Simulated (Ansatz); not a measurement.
# Ga16As15 (cell with a defect): what the fields show

```xyz
31
Lattice="-5.7454 -5.7454 5.7454 5.7454 -5.7454 -5.7454 5.7454 5.7454 5.7454" Properties=species:S:1:pos:R:3 pbc="T T T"
Ga    3.0537   -2.9847   -0.2452
Ga    5.7646   -0.0095    0.0169
Ga   -0.0212   -2.8782    2.8229
Ga    2.8556    0.0332    2.8276
Ga    5.7554    2.8678    2.8758
Ga    2.8719   -2.8706    5.7604
Ga    0.0203   -5.7625    0.0224
Ga    5.4424   -3.0343   -2.6491
Ga    2.8135   -8.6243   -0.0113
Ga    0.1478   -0.1661    5.8979
Ga    8.6072   -2.8254   -0.0308
Ga    0.0182   -0.0109    0.0279
Ga    2.8665   -0.0038    8.6086
Ga    2.8208   -5.7228    2.8682
Ga    5.7161   -2.8279    2.8737
Ga    3.0321   -5.5463   -2.7229
As    7.1097   -1.4696   -1.4666
As    1.4917   -4.2720    1.3558
As    4.2842   -1.4545    1.3849
As    7.2079    1.4370    1.4642
As    4.3092   -4.3179    4.3130
As    1.4681   -7.1275   -1.4596
As    7.0862   -4.2641   -4.2422
As   -1.4376   -4.3115    4.3164
As    1.4409   -1.4484    4.2558
As    4.3071    1.4273    4.3179
As   -4.2946   -7.1904    4.2984
As   -1.4432   -7.2006    1.4627
As    4.2516   -7.1964    1.4480
As    7.1764   -4.2550    1.4353
As    4.2827   -7.1334   -4.2815
```

Spin-polarised.

Level of theory: DFT PBE, scalar-relativistic, plane waves, PAW (Ansatz).

In a PAW calculation such maps are meaningful between the atoms, not at the nuclei.

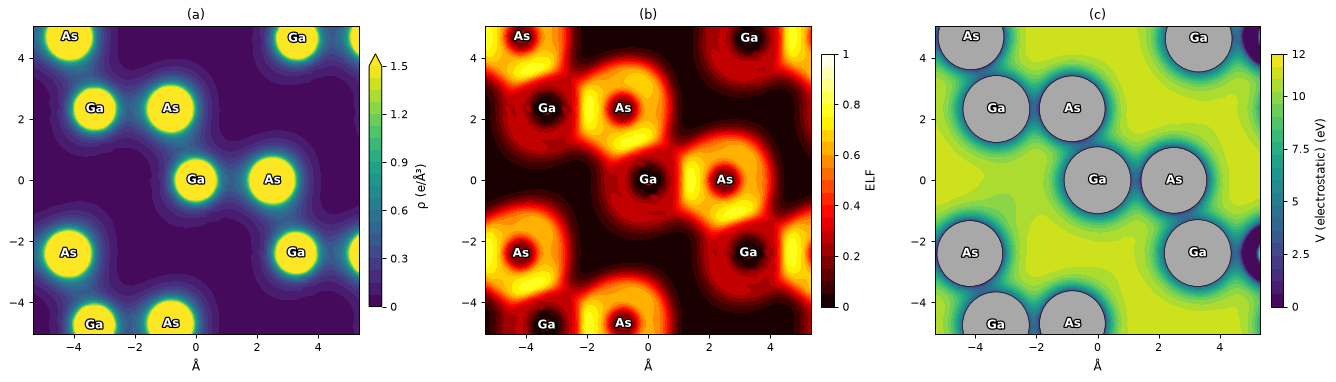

Figure 1. (a) valence pseudo-density; (b) ELF; (c) electrostatic potential energy of an electron on the (001) plane of the calculation cell. Grey discs cover the atomic cores in the potential map.

**Describe what can be read from this map.**

The section cuts through Ga and As sites.


The density dies away to nearly zero in the voids.
The features right at Ga lie inside the PAW spheres, where the map follows smoothed inner orbitals and isn't to be read closely.
Outside the cores the potential energy rises away from the atoms and is highest about 2.3 Å from the nearest atoms; its zero is arbitrary.

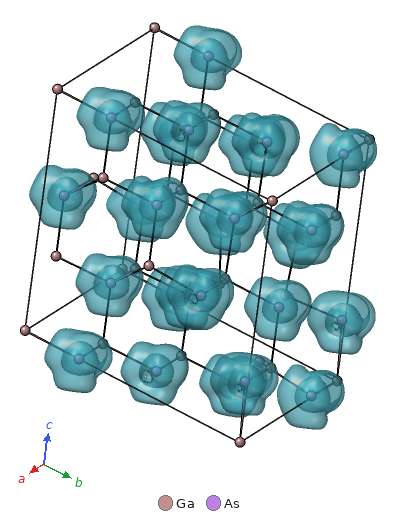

Figure 2. Isosurface of the ELF at 0.6 (cyan), seen slightly off an axis. Only the valence region is drawn (cores and ρ < 0.01 e/Å³ removed). Sticks mark near contacts.

**What do the ELF domains correspond to?**

At this value the surface marks out 15 regions on As in which the atom's valence shell and bonds are merged, counted in one cell of 31 atoms. Any copies at cell faces, edges or corners count once. Along the contacts the grid gives the following. Ga–As (2.45 Å): the ELF peaks at about 0.75 between the atoms. Ga–As (2.50 Å): the ELF peaks at about 0.80 between the atoms.

**Does the calculation make it a metal, or give it a gap?**

It is gapless in this calculation (a metal or semimetal).
